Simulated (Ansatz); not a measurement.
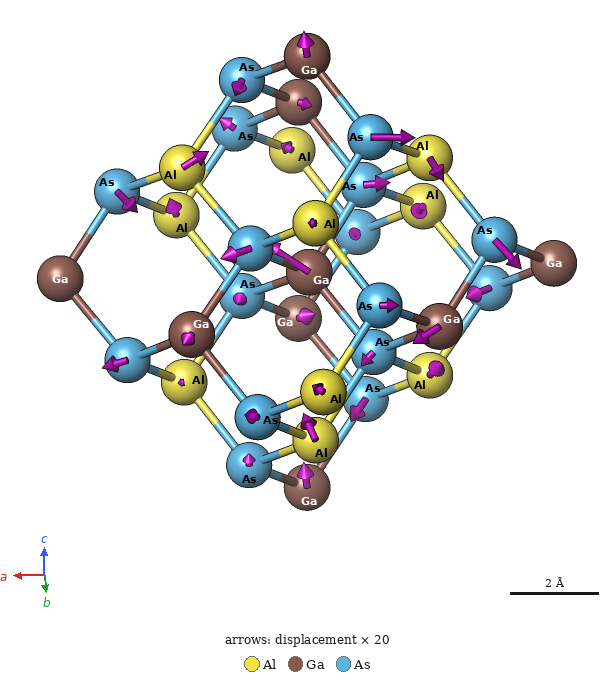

A relaxation of solid Al₂₀Ga₁₂As₃₂ (a generated structure, set up in P1). The starting structure is drawn; purple arrows show the displacements, 20 times their true length.

Style: ball-and-stick. Shown: the atoms within 5.8 Å of the atom that moves most (axes of the cell of the calculation), from a free direction.

Theory: DFT, PBEsol, PAW, plane waves in Ansatz 0.2.0. Settings: plane-wave cutoff 420 eV; k-point mesh 1 × 1 × 1; mesh shifted by (0.25, 0.25, 0.25); no spin polarisation; cell relaxed at fixed shape; force threshold 0.03 eV/Å; at most 80 steps.

What did the optimiser do to the structure, and how much energy did it gain?

Answer. Over 4 geometry steps the energy falls by 4.8 meV per atom. The largest force component goes from 0.57 to 0.012 eV/Å. The pressure goes from 0.09 to 0.00 GPa. A Ga atom moves most: 0.063 Å along [3 −1 2]. Largest moves by element: Ga 0.063 Å, As 0.054 Å, Al 0.041 Å. The lattice vectors keep their values. Among the contacts that change: Al–As 2.390 → 2.456 Å, As–Ga 2.397 → 2.457 Å, Al–As 2.509 → 2.455 Å, As–Ga 2.501 → 2.456 Å. Among the angles between lasting bonds that change: Ga–As–Ga 111.9° → 109.5°, Al–As–Ga 107.3° → 109.6°, Al–As–Ga 111.2° → 109.2°. The space group stays P1 (No. 1). Cost: 9 s on 1 × NVIDIA GB300 Max-Q with 8 threads of Arm Neoverse-V2, peak memory 2.2 GiB.
